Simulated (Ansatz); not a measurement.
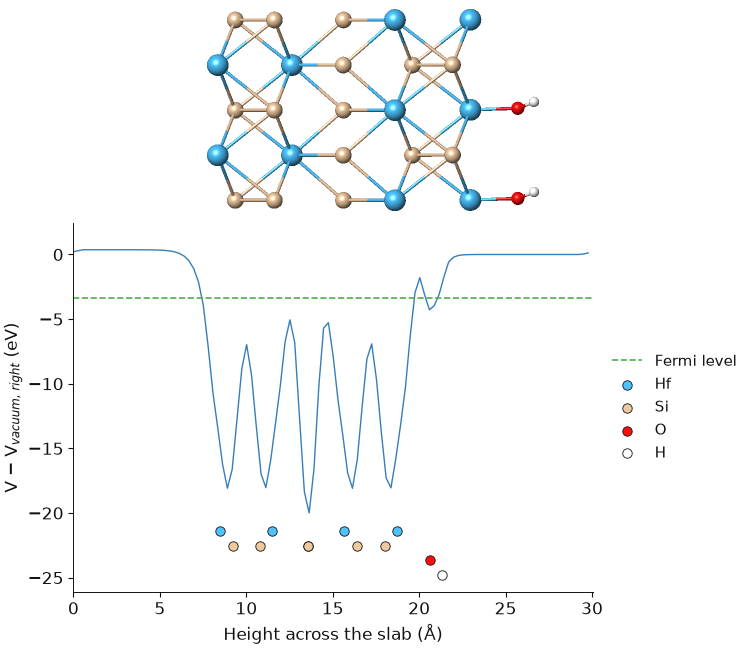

Plane-averaged electrostatic potential energy of an electron across the slab; circles at the bottom mark the heights of the atoms (positions after relaxation). The structure is drawn too.

System: a (010) slab cut from HfSi2 (Cmcm), of composition Hf4Si6HO (not the bulk's), ended by Hf planes, 12 atoms in the cell; a = 3.64 Å, b = 3.65 Å, c = 30.06 Å, α = 90.00°, β = 90.00°, γ = 90.00°.

Ansatz; DFT PBEsol, scalar-relativistic, plane waves, PAW, no spin polarisation, 8×8×1 k mesh, Gaussian smearing of 0.1 eV.

Read off the work function of each face.

The work function is 3.35 eV at the right face and 3.71 eV at the left.

Do the two faces differ, and what does that say about the slab's dipole?

The vacuum levels differ by 0.37 eV, so the slab carries a dipole along its normal. Some atoms were held fixed in the relaxation, which can itself make the faces differ.

The electron count is odd and the run has no spin polarisation, so a magnetic state may lie lower. Spin-orbit coupling is left out, which matters for Hf.
